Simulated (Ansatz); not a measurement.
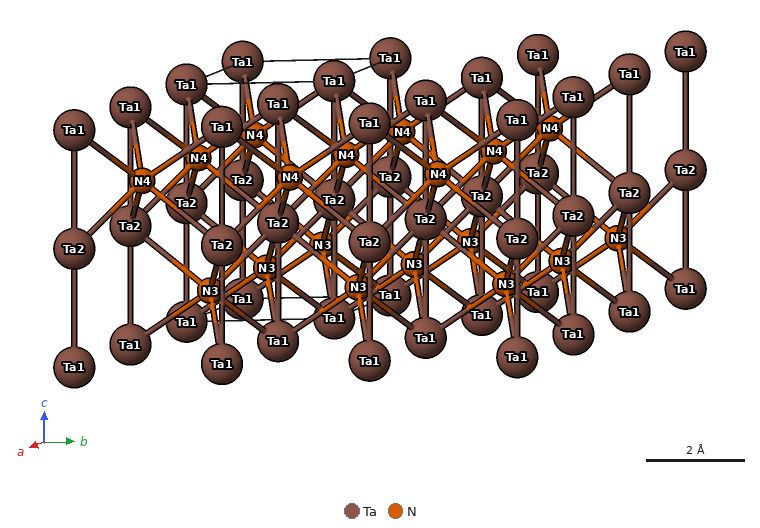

**Figure 1.** The structure (ball-and-stick view of the cell of the calculation, repeated 3 × 3 × 1, seen slightly off an axis; atoms are numbered from 1 in the order of the input). An atom can appear more than once, as a periodic image.

# Two runs on TaN

System: TaN (P6₃/mmc, 4 atoms in the cell).
Method of the first run: DFT LDA, scalar-relativistic, plane waves, PAW, no spin polarisation (Ansatz 0.2.0).

The structure derives from an entry of the Crystallography Open Database. Text and figures count atoms from 1; the logs count them from 0 in places.

**Input, the first run**
```yaml
crystal:
  lattice:
    - [3.0480018421, 0.0, 0.0]
    - [-1.5240009211, 2.639647026, 0.0]
    - [0.0, 0.0, 4.9179997798]
  atoms:
    - { symbol: Ta, position: [0.0, 0.0, 0.0] }
    - { symbol: Ta, position: [0.0, 0.0, 0.5] }
    - { symbol: "N", position: [0.3333333333, 0.6666666667, 0.25] }
    - { symbol: "N", position: [0.6666666667, 0.3333333333, 0.75] }
basis:
  ecutwfc: 420
  ecutrho_ratio: 4
kpoints:
  mp_grid: { grid: [12, 12, 8] }
hamiltonian:
  xc: lda
scf:
  occupations: { method: gaussian, width: 0.05 }
output:
  forces: true
  stress: true
  eigenvalues: true
```

Launched with:
```bash
ansatz run input.yaml --threads 4 --pin off --max-ram 9216MiB --backend cpu --events-out ev --progress --plain --runs-dir out
```

Hardware: 4 threads of Arm Neoverse V2, 24 GiB of memory available, shared host.

**Output, shortened to warnings, some set-up lines, iterations and results (the first run)**
```
Basis set: ecut = 420 eV, 785 PW (Γ)
Symmetry: 24 space group operations
k-points: 95 of 1152
Initial density: superposition of atomic densities (neutral atoms: chi_scale 0, normalization atom), corrected by the library's trained network
[...]
SCF iter   1: F=—  HF=-20115.517801 eV  |F-HF|=—  |Δ(HF+E_count)|=         —  Δρ=1.91e-2  dr2=8.34e-2  ethr=1.77e-3  ⟨swp⟩=6.0  Hψ=9807  notcnv=0
SCF iter   2: F=—  HF=-20115.498452 eV  |F-HF|=—  |Δ(HF+E_count)|=   1.93e-2  Δρ=9.28e-3  dr2=1.52e-2  ethr=2.32e-4  ⟨swp⟩=7.0  Hψ=15365  notcnv=0  defer=59
SCF iter   3: F=—  HF=-20115.494143 eV  |F-HF|=—  |Δ(HF+E_count)|=   4.31e-3  Δρ=2.82e-3  dr2=1.66e-3  ethr=4.21e-5  ⟨swp⟩=1.0  Hψ=3235  notcnv=0  defer=85
SCF iter   4: F=—  HF=-20115.493714 eV  |F-HF|=—  |Δ(HF+E_count)|=   4.29e-4  Δρ=2.61e-4  dr2=1.03e-5  ethr=4.62e-6  ⟨swp⟩=2.1  Hψ=3011  notcnv=0  defer=85
SCF iter   5: F=—  HF=-20115.493715 eV  |F-HF|=—  |Δ(HF+E_count)|=   6.92e-7  Δρ=7.48e-5  dr2=2.39e-6  ethr=2.87e-8  ⟨swp⟩=2.0  Hψ=3661  notcnv=0  defer=85
SCF iter   6: F=-20115.493714 eV  HF=-20115.493714 eV  |F-HF|=6.02e-9  |Δ(HF+E_count)|=   5.63e-7  Δρ=5.24e-6  dr2=1.10e-8  ethr=2.78e-10  ⟨swp⟩=7.6  Hψ=10794  notcnv=0
SCF 1 converged in 6 iterations: F = -20115.493714 eV  dr2 = 1.10e-8
SCF converged after 6 iterations
Free energy (F): -20115.493714 eV
Harris-Foulkes:  -20115.493714 eV  (|F-HF|=6.02e-9)
Internal energy: -20115.490443 eV  (E = F + TS)
E sigma→0 (E₀):  -20115.492079 eV
Entropy (-TS):   -0.003271 eV (-0.818 meV/atom)
Fermi energy:    22.547264 eV
--- Per-component energies (eV) ---
  E_band       = -44.978645
  E_kinetic    = 1020.311113
  E_local      = -1163.396462  (includes V_loc(G=0)·N_el)
  E_nonlocal   = 139.322344
  E_hartree    = 405.558818
  E_xc         = -560.910990
  E_vxc        = -570.702430  (∫ρ·V_xc dr)
  E_paw        = -16538.428534  (= ΣΔE_a)
  E_vpaw       = -281.631074  (= ΣTr[D̂ρ^β])
  E_aug_tail   = 0.000527  (compensation charges beyond the density's cutoff)
  E_ewald      = -3418.625153
  E_core_change = 0.677894  (= ΣΔE_core)
  E_smearing   = -0.003271  (= −TS)
  E_closure    = 0.000000  (closes the sum)
  Σ components = -20115.493714   (vs F -20115.493714, Δ=0.00e0)
--- Forces (eV/Å), atoms counted from 1 ---
  atom   1  Ta     0.00000000     0.00000000     0.00000000
  atom   2  Ta     0.00000000    -0.00000000     0.00000000
  atom   3  N      0.00000000     0.00000000     0.00000000
  atom   4  N     -0.00000000    -0.00000000     0.00000000
  max |Σ_I F_I| component: 7.40e-17 eV/Å
--- Stress (GPa, compression-positive) ---
       13.742803      -0.000000       0.000000
       -0.000000      13.742803       0.000000
        0.000000       0.000000      95.167139
  P = ⅓ Tr σ = 40.8842 GPa (408.842 kbar)
```

The input of the second run differs as follows (lines with − go, lines with + come):
```diff
-    - { symbol: Ta, position: [0.0, 0.0, 0.0] }
-    - { symbol: Ta, position: [0.0, 0.0, 0.5] }
+    - { symbol: Ta, position: [0.0, 0.0, 0.0], spin: 2.0 }
+    - { symbol: Ta, position: [0.0, 0.0, 0.5], spin: 2.0 }
+  populations: true
+magnetization:
+  spin_polarized: true
```

What does this change do to the results?

The energy is the same within 0.01 meV per atom. With spin allowed, the absolute moment of the cell comes to 0.00 μB. The SCF takes 10 iterations against 6. The two runs start from different initial densities, which also moves the count.

**Output, shortened to warnings, some set-up lines, iterations and results (the second run)**
```
WARN: the starting moments were not kept: the SCF closed with an absolute magnetisation of 1.6e-6 μB, where they sum to 4 μB in size (2 sites). That is at most 0.1 of that sum. Measured as dr2_m measures the in/out step, that magnetisation stands 2.5e-13 eV from none, at or under the dr2_threshold of 1.0e-7 eV: it is no larger than a step whose dr2_m would equal this threshold. The system may …
Basis set: ecut = 420 eV, 785 PW (Γ)
Symmetry: 24 space group operations
k-points: 95 of 1152
Initial density: superposition of atomic densities (chi_scale 0.1, normalization cell, long waves kept (reshape's long-wave potential 0.00 eV rms))
[...]
SCF iter   1: F=—  HF=-20115.427026 eV  |F-HF|=—  |Δ(HF+E_count)|=         —  Δρ=6.66e-2 (↑6.66e-2 ↓6.46e-2)  dr2=1.72e0  dr2_m=1.16e0  M=0.322 μB ∫|m|=0.431 μB  β_m=0.30  …
SCF iter   2: F=—  HF=-20115.240480 eV  |F-HF|=—  |Δ(HF+E_count)|=   1.87e-1  Δρ=4.75e-2 (↑4.67e-2 ↓4.75e-2)  dr2=7.25e-1  dr2_m=6.22e-1  M=0.202 μB ∫|m|=0.299 μB  β_m=0.61  …
SCF iter   3: F=—  HF=-20115.507703 eV  |F-HF|=—  |Δ(HF+E_count)|=   2.67e-1  Δρ=8.91e-3 (↑6.93e-3 ↓8.91e-3)  dr2=6.48e-2  dr2_m=1.08e-2  M=0.047 μB ∫|m|=0.075 μB  β_m=0.70  …
SCF iter   4: F=—  HF=-20115.493362 eV  |F-HF|=—  |Δ(HF+E_count)|=   1.43e-2  Δρ=2.12e-3 (↑2.12e-3 ↓1.79e-3)  dr2=6.23e-3  dr2_m=2.05e-4  M=-0.003 μB ∫|m|=0.007 μB  β_m=0.85  …
SCF iter   5: F=—  HF=-20115.493675 eV  |F-HF|=—  |Δ(HF+E_count)|=   3.12e-4  Δρ=5.73e-4 (↑5.73e-4 ↓4.91e-4)  dr2=2.42e-4  dr2_m=4.27e-5  M=-0.005 μB ∫|m|=0.005 μB  β_m=0.92  …
SCF iter   6: F=—  HF=-20115.493707 eV  |F-HF|=—  |Δ(HF+E_count)|=   3.20e-5  Δρ=1.05e-4 (↑9.89e-5 ↓1.05e-4)  dr2=1.37e-5  dr2_m=1.32e-7  M=-0.000 μB ∫|m|=0.000 μB  β_m=0.96  …
SCF iter   7: F=—  HF=-20115.493714 eV  |F-HF|=—  |Δ(HF+E_count)|=   7.61e-6  Δρ=2.40e-5 (↑2.40e-5 ↓1.88e-5)  dr2=4.13e-7  dr2_m=3.99e-8  M=0.000 μB ∫|m|=0.000 μB  β_m=0.98  …
SCF iter   8: F=—  HF=-20115.493714 eV  |F-HF|=—  |Δ(HF+E_count)|=   1.53e-8  Δρ=5.48e-6 (↑3.00e-6 ↓5.48e-6)  dr2=2.41e-8  dr2_m=9.96e-10  M=0.000 μB ∫|m|=0.000 μB  β_m=0.99  …
SCF iter   9: F=—  HF=-20115.493714 eV  |F-HF|=—  |Δ(HF+E_count)|=  3.42e-10  Δρ=6.48e-7 (↑5.93e-7 ↓6.48e-7)  dr2=4.42e-10  dr2_m=2.94e-11  M=0.000 μB ∫|m|=0.000 μB  β_m=1.00 …
SCF iter  10: F=-20115.493714 eV  HF=-20115.493714 eV  |F-HF|=7.28e-12  |Δ(HF+E_count)|=  1.82e-11  Δρ=1.54e-7 (↑1.19e-7 ↓1.54e-7)  dr2=1.75e-11  dr2_m=1.26e-12  M=0.000 μB …
SCF 1 converged in 10 iterations: F = -20115.493714 eV  dr2 = 1.75e-11
WARN: the starting moments were not kept: the SCF closed with an absolute magnetisation of 1.6e-6 μB, where they sum to 4 μB in size (2 sites). That is at most 0.1 of that sum. Measured as dr2_m measures the in/out step, that magnetisation stands 2.5e-13 eV from none, at or under the dr2_threshold …
SCF converged after 10 iterations
Magnetization: 0.0000 μB (18.0000 up, 18.0000 down)
Absolute magnetization: 0.0000 μB (∫|ρ↑−ρ↓|, with the PAW one-centre terms)
Spin contamination: 0.0000 ħ² per cell (⟨S²⟩ above its minimum at these occupations)
Per-site moments (μB) at R_I (Å): [(3.0321412826410283e-7, 0.8855253722253731), (3.032141282701581e-7, 0.8855253722253731), (1.5215789169899118e-7, 0.8855253722253731), (1.5215789167297917e-7, 0.8855253722253731)]
Free energy (F): -20115.493714 eV
Harris-Foulkes:  -20115.493714 eV  (|F-HF|=7.28e-12)
Internal energy: -20115.490443 eV  (E = F + TS)
E sigma→0 (E₀):  -20115.492079 eV
Entropy (-TS):   -0.003271 eV (-0.818 meV/atom)
Fermi energy:    22.547265 eV
--- Per-component energies (eV) ---
  E_band       = -44.978475
  E_kinetic    = 1020.310964
  E_local      = -1163.396144  (includes V_loc(G=0)·N_el)
  E_nonlocal   = 139.322184
  E_hartree    = 405.558806
  E_xc         = -560.910986
  E_vxc        = -570.702404  (∫ρ·V_xc dr)
[...]
```

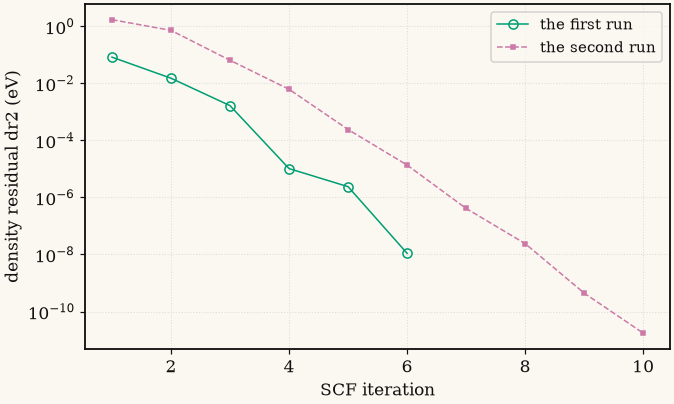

**Figure 2.** Convergence of the two runs: density residual dr2 against the SCF iteration. The first run takes 6 iterations in all, and the second run takes 10.

**The two runs side by side**

```tsv
quantity	the first run	the second run
outcome	converged	converged
free energy per atom (eV)	−5028.8734	−5028.8734
energy per atom, smearing taken to zero (eV)	−5028.8730	−5028.8730
gap on the mesh (eV)	0.00	0.00
pressure (GPa)	40.88	40.88
largest force (eV/Å)	0.000	0.000
SCF iterations	6	10
irreducible k-points	95	95
plane waves at Γ	785	785
net moment of the cell (μB)	–	0.00
absolute moment of the cell (μB)	–	0.00
wall time (shared host)	1.4 s	3.3 s
```

For both runs: Spin–orbit coupling is left out, which matters for Ta. For the second run: Warnings: some starting moments were not kept.
